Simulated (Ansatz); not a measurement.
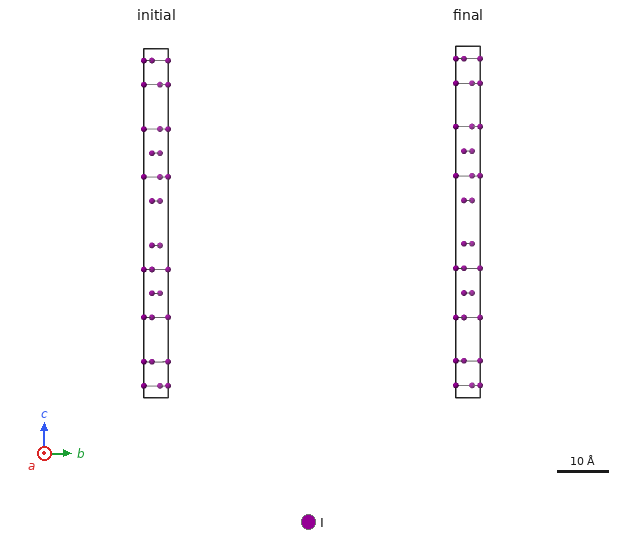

The structure of crystalline I (built on the C_166 type) before (left) and after (right) a relaxation, at one scale.

A ball-and-stick model of the conventional cell (3 times the calculation's cell), seen along the a axis. Lengths and directions refer to the drawn axes.

Case: C type (R-3m, No. 166).

These are results of DFT PBE, scalar-relativistic, plane waves, PAW (Ansatz), not measurements.

Input
```yaml
crystal:
  lattice:
    - [2.7736016125, 1.6013396376, 23.1090148816]
    - [-2.7736016125, 1.6013396376, 23.1090148816]
    - [0.0, -3.2026792753, 23.1090148816]
  atoms:
    - { symbol: I, position: [0.2303754245, 0.2303754245, 0.2303754245] }
    - { symbol: I, position: [0.7696245755, 0.7696245755, 0.7696245755] }
    - { symbol: I, position: [0.1031475077, 0.1031475077, 0.1031475077] }
    - { symbol: I, position: [0.8968524923, 0.8968524923, 0.8968524923] }
    - { symbol: I, position: [0.0340920453, 0.0340920453, 0.0340920453] }
    - { symbol: I, position: [0.9659079547, 0.9659079547, 0.9659079547] }
    - { symbol: I, position: [0.3672825456, 0.3672825456, 0.3672825456] }
    - { symbol: I, position: [0.6327174544, 0.6327174544, 0.6327174544] }
basis:
  ecutwfc: 420
kpoints:
  mp_grid: { grid: [9, 9, 9] }
hamiltonian:
  xc: pbe
scf:
  occupations: { method: gaussian, width: 0.1 }
output:
  forces: true
  stress: true
  eigenvalues: true
relax:
  adjacent_minimum: "off"
  f_tol: 0.01
  max_steps: 80
  cell: { stress_tol: 0.05 }
```

**What changed between the two?**

After 4 accepted moves (5 points after the start) the energy has fallen by 0.2 meV per atom. Largest force component: 0.012 eV/Å at the start, 0.00026 eV/Å at the end. The pressure goes from 0.03 to 0.00 GPa. At 1 point the geometry stayed and the basis and grid were re-selected for the new cell (energy shift of less than 0.05 meV per atom at most each time). The largest moves relative to the cell, 0.15 Å, are those of I1 and I2. I2 goes along +c. The volume changes by +0.9 %, with a = b 5.547 → 5.552 Å (+0.1 %), c 69.327 → 69.797 Å (+0.7 %). The space group stays R-3m (No. 166). The run took about 30 core-minutes on a shared host.
